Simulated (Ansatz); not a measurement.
In: geometry relaxation (part 1 of 2)

The run: geometry relaxation of In (I4/mmm, 1 atom in the cell). Method and program: DFT PBE, scalar-relativistic, plane waves, PAW, no spin polarisation (Ansatz 0.2.0).

The structure derives from an entry of the Crystallography Open Database. Figures and captions count atoms from 1; the log counts them from 0 in places.

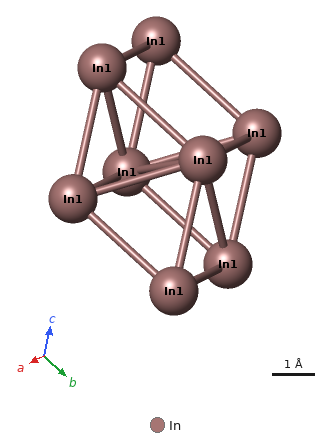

Fig. 1: The input geometry (ball-and-stick view of the cell of the calculation, seen slightly off an axis; atoms are numbered from 1 in the order of the input). An atom can appear more than once, as a periodic image.

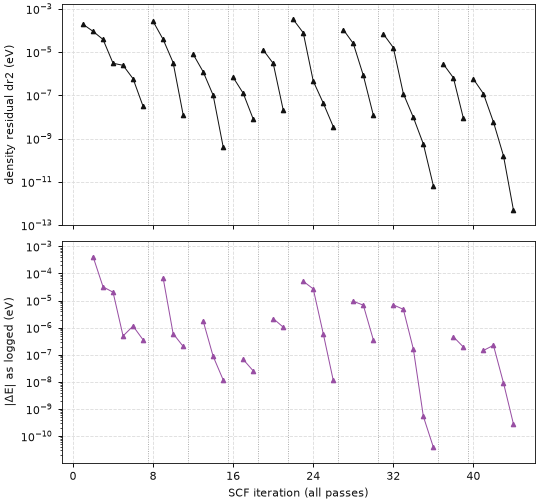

Fig. 2: Convergence of the self-consistent field: density residual dr2 and size of the energy change against the SCF iteration. The dotted lines part the SCF passes of the relaxation: geometry steps, rejected trials and re-solves on a re-selected basis. The 10 passes take 3 to 7 iterations each, 44 in all.

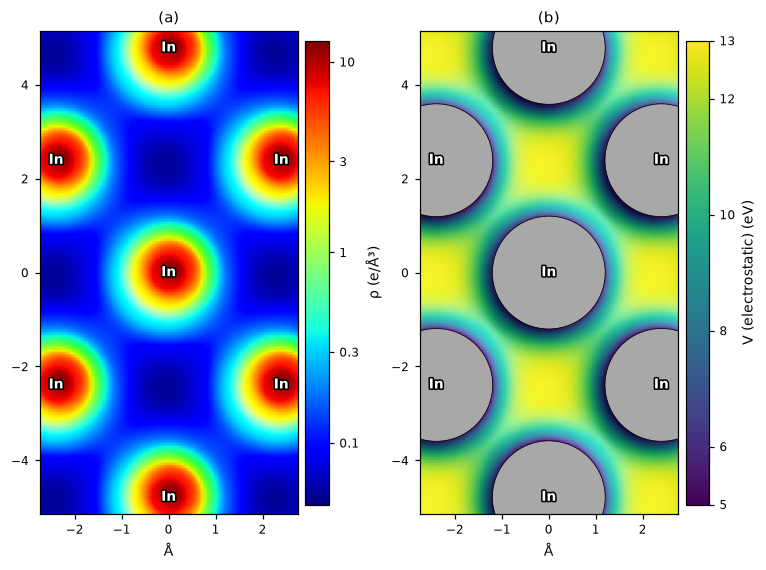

Fig. 3: (a) valence charge density (pseudo); (b) electrostatic potential energy of an electron on the (100) plane of the conventional cell. Grey discs, where drawn, cover atomic cores. The section cuts through In sites. In–In (3.39 Å): ρ at the midpoint is about 0.12 e/Å³. Away from the nuclei the density in this plane falls to 0.05 e/Å³ at its lowest. Outside the cores the potential energy rises away from the atoms and is highest about 2.4 Å from the nearest atoms; outside the discs it spans about 7 eV, and its zero is arbitrary. Core electrons are frozen (PAW), so the fields are smoothed inside the atomic spheres.

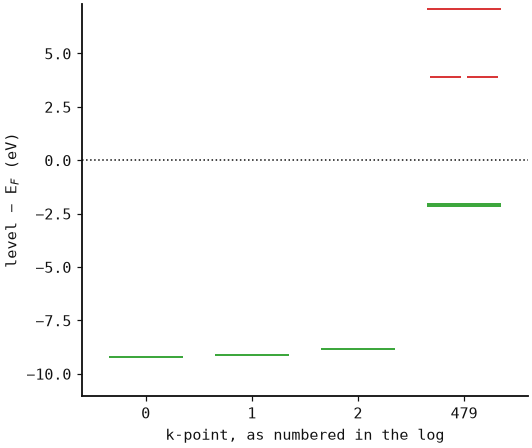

Fig. 4: Kohn–Sham levels near the Fermi level (dotted) at the few k-points that the log prints; levels within 0.02 eV of each other stand side by side. The system is metallic on the full mesh.

The input that produced these results follows, with the program's output.

### The input
```yaml
crystal:
  lattice:
    - [-1.62547, 1.62547, 2.4737]
    - [1.62547, -1.62547, 2.4737]
    - [1.62547, 1.62547, -2.4737]
  atoms:
    - { symbol: In, position: [0.0, 0.0, 0.0] }
basis:
  ecutwfc: 420
kpoints:
  mp_grid: { grid: [18, 18, 18] }
hamiltonian:
  xc: pbe
scf:
  occupations: { method: gaussian, width: 0.1 }
output:
  forces: true
  stress: true
  eigenvalues: true
  write_density: true
  write_potential: true
  elf: true
  volumetric_format: npy
relax:
  adjacent_minimum: "off"
  f_tol: 0.005
  max_steps: 80
  cell: { stress_tol: 0.05 }
```

Run as:
```bash
ansatz run input.yaml --threads 1 --pin off --max-ram 2560MiB --backend cpu --events-out ev --progress --plain --runs-dir out
```

### What the program printed
```
Engine: ansatz 0.2.0, aarch64-unknown-linux-gnu
Pseudopotentials: kind: paw
Pseudopotential: In, paw, valence charge 13, recommended cutoff 420 eV (normal), In.paw.azcp
Functional definition: PBE
  parameter kappa = 0.804
  parameter beta = 0.06672455060314922
  exchange = pbe_x(kappa = kappa, mu = beta*pi^2/3)
  correlation = pbe_c(beta = beta)
Crystal: 1 atoms, lattice volume = 26.144 Å³
Basis set: ecut = 420 eV, 533 PW (Γ), exchange–correlation on 48×48×48 points (8 copies of the dense FFT grid, shifted against one another)
Bands: 11, of which v1, the nominal top of the filled ones, is band 7 counted from 1 (6 counted from 0)
Symmetry: 16 space group operations
Space group: I4/mmm (ITA 139), of the structure as read, at distance tolerance 3.0e-5 Å
k-points: 480 of 5832
Non-local potential: In, projectors of the file, l = 0: 2, l = 1: 2, l = 2: 2, l = 3: 2
PAW form: soft (Blöchl's): semilocal exchange-correlation on the pseudo side does not see the compensation charge
PAW one-centre angular grid: In, 590 points (default); XC on 64 Gauss nodes
Initial density: superposition of atomic densities (neutral atoms: chi_scale 0, normalization atom), corrected by the library's trained network
Initial wavefunctions: pseudopotential atomic-orbital guess
Functional: x = pbe(κ = 0.804, μ = 0.2195149727645171), c = pbe(β = 0.06672455060314922)
SCF iter   1: F=—  HF=-5597.837962 eV  |F-HF|=—  |Δ(HF+E_count)|=         —  Δρ=1.01e-3  dr2=1.94e-4  ethr=1.77e-3  ⟨swp⟩=4.9  Hψ=31078  notcnv=0
preconditioner: auto → none  [metal: Δε(μ)=0.010 eV  Ē_g=19.727 eV  σ=0.100 eV  W_gap=0.06  n_scr=8 (ndim 8)  ℏωp=26.2 eV  f_vac=0.000  D(μ)=0.53/eV (n_scr^D=0)  sad-step TF]
SCF iter   2: F=—  HF=-5597.837542 eV  |F-HF|=—  |Δ(HF+E_count)|=   4.20e-4  Δρ=5.78e-4  dr2=9.15e-5  ethr=1.49e-6  ⟨swp⟩=2.1  Hψ=11631  notcnv=0
SCF iter   3: F=—  HF=-5597.837575 eV  |F-HF|=—  |Δ(HF+E_count)|=   3.22e-5  Δρ=4.73e-4  dr2=3.86e-5  ethr=7.04e-7  ⟨swp⟩=2.0  Hψ=8175  notcnv=0
SCF iter   4: F=—  HF=-5597.837554 eV  |F-HF|=—  |Δ(HF+E_count)|=   2.04e-5  Δρ=1.38e-4  dr2=3.06e-6  ethr=2.97e-7  ⟨swp⟩=2.3  Hψ=8057  notcnv=0
SCF iter   5: F=—  HF=-5597.837554 eV  |F-HF|=—  |Δ(HF+E_count)|=   4.98e-7  Δρ=1.26e-4  dr2=2.46e-6  ethr=2.36e-8  ⟨swp⟩=2.0  Hψ=8178  notcnv=0
SCF iter   6: F=—  HF=-5597.837553 eV  |F-HF|=—  |Δ(HF+E_count)|=   1.15e-6  Δρ=6.24e-5  dr2=5.89e-7  ethr=1.89e-8  ⟨swp⟩=2.0  Hψ=7557  notcnv=0
SCF iter   7: F=-5597.837552 eV  HF=-5597.837552 eV  |F-HF|=4.03e-8  |Δ(HF+E_count)|=   3.58e-7  Δρ=1.43e-5  dr2=3.12e-8  ethr=7.69e-10  ⟨swp⟩=7.8  Hψ=30933  notcnv=0
SCF 1 converged in 7 iterations: F = -5597.837552 eV  dr2 = 3.12e-8
  greatest PAW one-centre occupation: 0.981 electrons in one spin orbital (limit 2), on the In atom at site 0 (counted from 0), in its partial waves of l = 2
relax step   1: F+E_penalty+E_count = -5597.83755221 eV  Δ(F+E_penalty+E_count) = +0.000e0 eV  max|allowed force component| = 0.000e0 eV/Å  Δτ_max = 0.0000 Å  P = +2.005 GPa  Ω = 26.144 Å³  (7 SCF iters, dr2 threshold 1.00e-7 eV, accepted)
Crystal: 1 atoms, lattice volume = 27.297 Å³
Basis set: ecut = 420 eV, 549 PW (Γ), exchange–correlation on 48×48×48 points (8 copies of the dense FFT grid, shifted against one another)
Initial density: handed on by an earlier stage of this run
Initial wavefunctions: those handed on with the density
iter 1 solved again at ethr=1.78e-6 eV; its pass at ethr=3.10e-3 eV (dr2=2.32e-4 eV) is discarded
SCF iter   1: F=—  HF=-5597.845308 eV  |F-HF|=—  |Δ(HF+E_count)|=         —  Δρ=8.83e-4  dr2=2.65e-4  ethr=1.78e-6  ⟨swp⟩=2.3  Hψ=47155  notcnv=0
preconditioner: auto → none  [metal: Δε(μ)=0.029 eV  Ē_g=19.507 eV  σ=0.100 eV  W_gap=0.16  n_scr=8 (ndim 8)  ℏωp=25.6 eV  f_vac=0.000  D(μ)=0.52/eV (n_scr^D=0)]
SCF iter   2: F=—  HF=-5597.845239 eV  |F-HF|=—  |Δ(HF+E_count)|=   6.94e-5  Δρ=5.17e-4  dr2=3.90e-5  ethr=1.78e-6  ⟨swp⟩=2.7  Hψ=9043  notcnv=0
SCF iter   3: F=—  HF=-5597.845238 eV  |F-HF|=—  |Δ(HF+E_count)|=   6.09e-7  Δρ=1.23e-4  dr2=3.30e-6  ethr=3.00e-7  ⟨swp⟩=1.0  Hψ=5280  notcnv=0
SCF iter   4: F=-5597.845239 eV  HF=-5597.845239 eV  |F-HF|=3.88e-9  |Δ(HF+E_count)|=   2.06e-7  Δρ=7.93e-6  dr2=1.29e-8  ethr=7.69e-10  ⟨swp⟩=7.3  Hψ=38773  notcnv=0
SCF 2 converged in 4 iterations: F = -5597.845239 eV  dr2 = 1.29e-8
relax step   2: F+E_penalty+E_count = -5597.84523864 eV  Δ(F+E_penalty+E_count) = -7.686e-3 eV  max|allowed force component| = 0.000e0 eV/Å  Δτ_max = 0.0000 Å  P = +0.288 GPa  Ω = 27.297 Å³  energy of the carried Pulay correction = -3.065e-4 eV  (4 SCF iters, dr2 threshold 1.00e-7 eV, accepted)
Crystal: 1 atoms, lattice volume = 27.504 Å³
iter 1 solved again at ethr=3.90e-8 eV; its pass at ethr=3.10e-3 eV (dr2=5.06e-6 eV) is discarded
SCF iter   1: F=—  HF=-5597.845412 eV  |F-HF|=—  |Δ(HF+E_count)|=         —  Δρ=1.55e-4  dr2=8.04e-6  ethr=3.90e-8  ⟨swp⟩=3.0  Hψ=45519  notcnv=0
preconditioner: auto → none  [metal: Δε(μ)=0.042 eV  Ē_g=19.448 eV  σ=0.100 eV  W_gap=0.22  n_scr=8 (ndim 8)  ℏωp=25.5 eV  f_vac=0.000  D(μ)=0.51/eV (n_scr^D=0)]
SCF iter   2: F=—  HF=-5597.845410 eV  |F-HF|=—  |Δ(HF+E_count)|=   1.79e-6  Δρ=9.19e-5  dr2=1.24e-6  ethr=3.90e-8  ⟨swp⟩=2.0  Hψ=8208  notcnv=0
SCF iter   3: F=—  HF=-5597.845410 eV  |F-HF|=—  |Δ(HF+E_count)|=   8.81e-8  Δρ=2.15e-5  dr2=1.02e-7  ethr=9.56e-9  ⟨swp⟩=1.0  Hψ=5280  notcnv=0
SCF iter   4: F=-5597.845410 eV  HF=-5597.845410 eV  |F-HF|=1.78e-10  |Δ(HF+E_count)|=   1.20e-8  Δρ=1.50e-6  dr2=4.16e-10  ethr=7.69e-10  ⟨swp⟩=8.2  Hψ=31069  notcnv=0
SCF 3 converged in 4 iterations: F = -5597.845410 eV  dr2 = 4.16e-10
relax step   3: F+E_penalty+E_count = -5597.84541004 eV  Δ(F+E_penalty+E_count) = -1.714e-4 eV  max|allowed force component| = 0.000e0 eV/Å  Δτ_max = 0.0000 Å  P = +0.026 GPa  Ω = 27.504 Å³  energy of the carried Pulay correction = -3.590e-4 eV  (4 SCF iters, dr2 threshold 1.00e-7 eV, accepted)
Crystal: 1 atoms, lattice volume = 27.545 Å³
iter 1 solved again at ethr=1.48e-8 eV; its pass at ethr=3.10e-3 eV (dr2=1.93e-6 eV) is discarded
SCF iter   1: F=—  HF=-5597.845434 eV  |F-HF|=—  |Δ(HF+E_count)|=         —  Δρ=4.78e-5  dr2=6.81e-7  ethr=1.48e-8  ⟨swp⟩=3.0  Hψ=45259  notcnv=0
preconditioner: auto → none  [metal: Δε(μ)=0.038 eV  Ē_g=19.436 eV  σ=0.100 eV  W_gap=0.21  n_scr=8 (ndim 8)  ℏωp=25.5 eV  f_vac=0.000  D(μ)=0.50/eV (n_scr^D=0)]
SCF iter   2: F=—  HF=-5597.845434 eV  |F-HF|=—  |Δ(HF+E_count)|=   6.80e-8  Δρ=2.69e-5  dr2=1.26e-7  ethr=5.24e-9  ⟨swp⟩=2.0  Hψ=8406  notcnv=0
SCF iter   3: F=-5597.845434 eV  HF=-5597.845434 eV  |F-HF|=1.48e-9  |Δ(HF+E_count)|=   2.57e-8  Δρ=5.46e-6  dr2=8.10e-9  ethr=9.63e-11  ⟨swp⟩=6.4  Hψ=28032  notcnv=0
SCF 4 converged in 3 iterations: F = -5597.845434 eV  dr2 = 8.10e-9
relax step   4: F+E_penalty+E_count = -5597.84543439 eV  Δ(F+E_penalty+E_count) = -2.434e-5 eV  max|allowed force component| = 0.000e0 eV/Å  Δτ_max = 0.0000 Å  P = -0.023 GPa  Ω = 27.545 Å³  energy of the carried Pulay correction = -3.696e-4 eV  (3 SCF iters, dr2 threshold 1.25e-8 eV, accepted)
Crystal: 1 atoms, lattice volume = 27.529 Å³
Basis set: ecut = 420 eV, 541 PW (Γ), exchange–correlation on 48×48×48 points (8 copies of the dense FFT grid, shifted against one another)
iter 1 solved again at ethr=1.06e-7 eV; its pass at ethr=3.10e-3 eV (dr2=1.37e-5 eV) is discarded
SCF iter   1: F=—  HF=-5597.845693 eV  |F-HF|=—  |Δ(HF+E_count)|=         —  Δρ=2.22e-4  dr2=1.26e-5  ethr=1.06e-7  ⟨swp⟩=2.2  Hψ=47204  notcnv=0
preconditioner: auto → none  [metal: Δε(μ)=0.021 eV  Ē_g=19.435 eV  σ=0.100 eV  W_gap=0.12  n_scr=8 (ndim 8)  ℏωp=25.5 eV  f_vac=0.000  D(μ)=0.47/eV (n_scr^D=0)]
SCF iter   2: F=—  HF=-5597.845695 eV  |F-HF|=—  |Δ(HF+E_count)|=   2.18e-6  Δρ=1.12e-4  dr2=3.02e-6  ethr=9.71e-8  ⟨swp⟩=1.0  Hψ=5280  notcnv=0
SCF iter   3: F=-5597.845696 eV  HF=-5597.845696 eV  |F-HF|=1.23e-8  |Δ(HF+E_count)|=   1.05e-6  Δρ=1.03e-5  dr2=2.10e-8  ethr=2.74e-10  ⟨swp⟩=7.6  Hψ=35069  notcnv=0
SCF 5 converged in 3 iterations: F = -5597.845696 eV  dr2 = 2.10e-8
relax step   5: F+E_penalty+E_count = -5597.84569580 eV  Δ(F+E_penalty+E_count) = -2.614e-4 eV  max|allowed force component| = 0.000e0 eV/Å  Δτ_max = 0.0000 Å  P = -0.002 GPa  Ω = 27.529 Å³  energy of the carried Pulay correction = -3.664e-4 eV  (3 SCF iters, dr2 threshold 3.56e-8 eV, accepted)
Crystal: 1 atoms, lattice volume = 27.395 Å³
Basis set: ecut = 420 eV, 535 PW (Γ), exchange–correlation on 48×48×48 points (8 copies of the dense FFT grid, shifted against one another)
iter 1 solved again at ethr=2.32e-6 eV; its pass at ethr=3.10e-3 eV (dr2=3.01e-4 eV) is discarded
SCF iter   1: F=—  HF=-5597.847486 eV  |F-HF|=—  |Δ(HF+E_count)|=         —  Δρ=1.15e-3  dr2=3.24e-4  ethr=2.32e-6  ⟨swp⟩=2.1  Hψ=48726  notcnv=0
preconditioner: auto → none  [metal: Δε(μ)=0.002 eV  Ē_g=19.460 eV  σ=0.100 eV  W_gap=0.01  n_scr=8 (ndim 8)  ℏωp=25.6 eV  f_vac=0.000  D(μ)=0.42/eV (n_scr^D=0)]
SCF iter   2: F=—  HF=-5597.847537 eV  |F-HF|=—  |Δ(HF+E_count)|=   5.16e-5  Δρ=5.83e-4  dr2=7.88e-5  ethr=2.32e-6  ⟨swp⟩=1.0  Hψ=5280  notcnv=0
SCF iter   3: F=—  HF=-5597.847564 eV  |F-HF|=—  |Δ(HF+E_count)|=   2.70e-5  Δρ=4.95e-5  dr2=4.57e-7  ethr=6.06e-7  ⟨swp⟩=1.6  Hψ=5748  notcnv=0
SCF iter   4: F=—  HF=-5597.847563 eV  |F-HF|=—  |Δ(HF+E_count)|=   6.01e-7  Δρ=1.46e-5  dr2=4.42e-8  ethr=2.75e-10  ⟨swp⟩=9.5  Hψ=37741  notcnv=0
SCF iter   5: F=-5597.847563 eV  HF=-5597.847563 eV  |F-HF|=2.72e-9  |Δ(HF+E_count)|=   1.14e-8  Δρ=4.34e-6  dr2=3.57e-9  ethr=2.75e-10  ⟨swp⟩=6.9  Hψ=23697  notcnv=0
SCF 6 converged in 5 iterations: F = -5597.847563 eV  dr2 = 3.57e-9
relax step   6: F+E_penalty+E_count = -5597.84756348 eV  Δ(F+E_penalty+E_count) = -1.868e-3 eV  max|allowed force component| = 0.000e0 eV/Å  Δτ_max = 0.0000 Å  P = +0.127 GPa  Ω = 27.395 Å³  energy of the carried Pulay correction = -3.356e-4 eV  (5 SCF iters, dr2 threshold 3.58e-8 eV, accepted)
```
